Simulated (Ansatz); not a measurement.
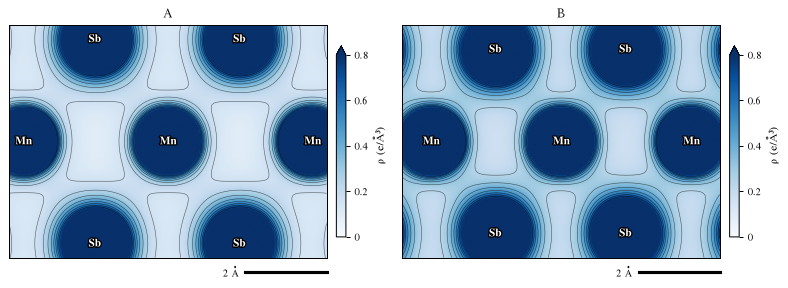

MnSb. The valence charge density (pseudo) of two cells that differ in size, on the (11̄0) plane of each (indices in the axes of the calculation cell), at one length scale and on one colour scale; one has 16.4 and the other 22.5 Å³ an atom.

Level of theory: DFT PBE, scalar-relativistic, plane waves, PAW in Ansatz.

Which panel shows the smaller cell, and what does the compression change?

Panel B is the smaller cell, by 27 % in volume. From the larger cell to the smaller, Mn–Sb goes from 3.08 to 2.77 Å, and the density at its midpoint from 0.19 to 0.3 e/Å³; the pressure goes from −7 to 10 GPa; the largest moment (Mn) goes from 4.0 to 2.6 μB.
